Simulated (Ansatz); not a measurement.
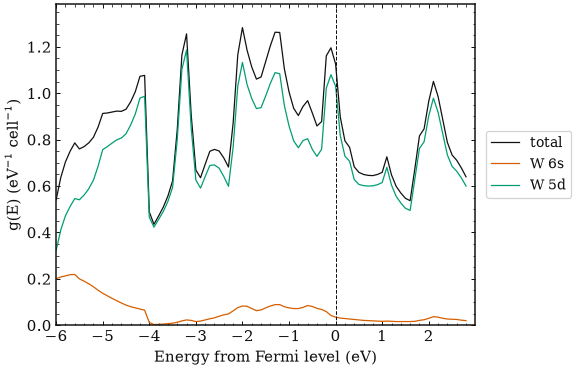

Density of states. Energies are counted from the Fermi level. The partial curves are projected on Löwdin-orthogonalised atomic shells.

System: W, space group Fm-3m (No. 225), 1 atom in the cell.

```yaml
crystal:
  lattice:
    - [0.00000, 2.01850, 2.01850]
    - [2.01850, 0.00000, 2.01850]
    - [2.01850, 2.01850, 0.00000]
  atoms:
    - { symbol: W, position: [0.00000, 0.00000, 0.00000] }
```

Ansatz 0.2.0; DFT HSE06, scalar-relativistic, plane waves, PAW, no spin polarisation, 10×10×10 k mesh, 420 eV cutoff.

What is the density of states at the Fermi level?

It is a metal. The density of states at the Fermi level is about 1 per eV and cell (mean within 0.25 eV).

Which states dominate at the Fermi level?

By projected weight, the states within 0.3 eV of the Fermi level are W 5d almost alone.

The cell is at −5 GPa in this functional. Spin-orbit coupling is left out, which matters for W.
